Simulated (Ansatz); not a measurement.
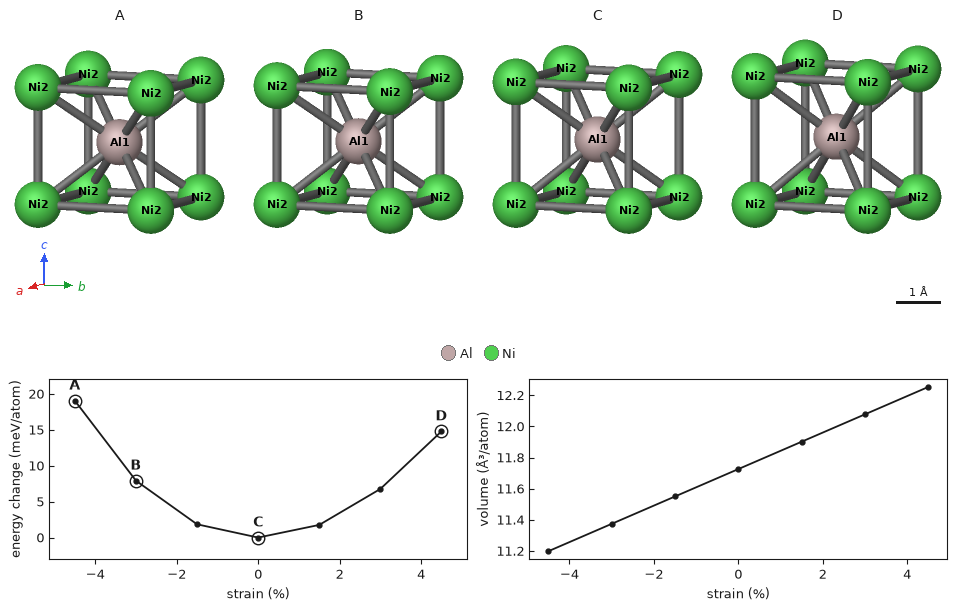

Members of a series of calculations on solid AlNi (set up in Pm-3m), marked on the first curve. Style: ball-and-stick. Shown: the cell of the calculation, slightly off an axis.

Theory: DFT PBEsol, scalar-relativistic, plane waves, PAW (Ansatz 0.2.0). (plane-wave cutoff 420 eV; k-point mesh 18 × 18 × 18; occupations gaussian; smearing width 0.1 eV; no spin polarisation)

Describe the series.

Strain along c alone, the other axes held, atoms relaxed. A (strain −4.5 %): energy change 19.1 meV/atom, volume 11.20 Å³ per atom. B (strain −3.0 %): energy change 7.9 meV/atom, volume 11.37 Å³ per atom. C (strain 0.0 %): energy change 0.0 meV/atom, volume 11.73 Å³ per atom. D (strain 4.5 %): energy change 14.8 meV/atom, volume 12.25 Å³ per atom. The rest compares A with D. The volume changes by +9.4 %, with a = b unchanged at 2.862 Å, c 2.734 → 2.991 Å (+9.4 %). Near-neighbour distances before and after: Al–Al 2.734 → 2.991 Å, Ni–Ni 2.734 → 2.991 Å, Al–Ni 2.442 → 2.517 Å.
